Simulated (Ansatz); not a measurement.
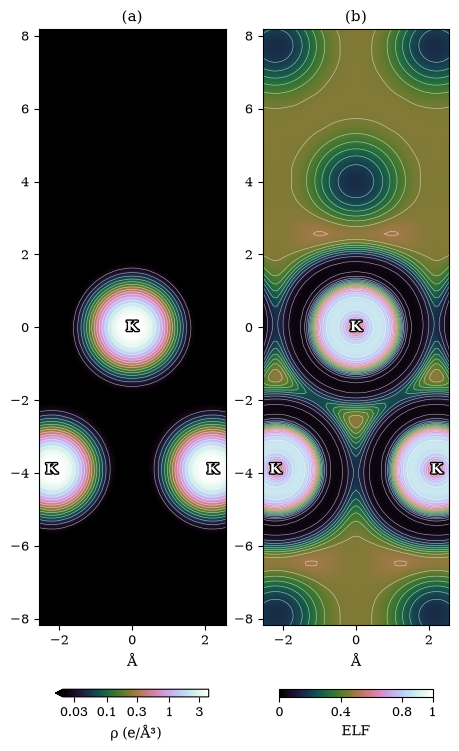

Figure. K. (a) valence electron density; (b) ELF on the (100) plane of the conventional cell.

Space group I4₁/amd; a structure from a database of computed crystals, not necessarily the ambient phase; changed on purpose from its base cell (strained and moved within a subgroup).

Computed with DFT PBE, scalar-relativistic, plane waves, PAW (Ansatz).

In a PAW calculation such maps are meaningful between the atoms, not at the nuclei.

### Read the bonding off the picture.

Atoms in the plane: K. K–K (4.43 Å): ρ at the midpoint is about 0.02 e/Å³; the ELF is about 0.15 at the midpoint; no localised pair shows between them. K–K (4.49 Å): the density is about 0.02 e/Å³ at the midpoint; the ELF is about 0.25 at the midpoint (no localised pair shows between them). Between the atoms the lowest density in this plane is 0.01 e/Å³. The features right at K lie inside the PAW spheres, where the map follows smoothed inner orbitals and isn't to be read closely.
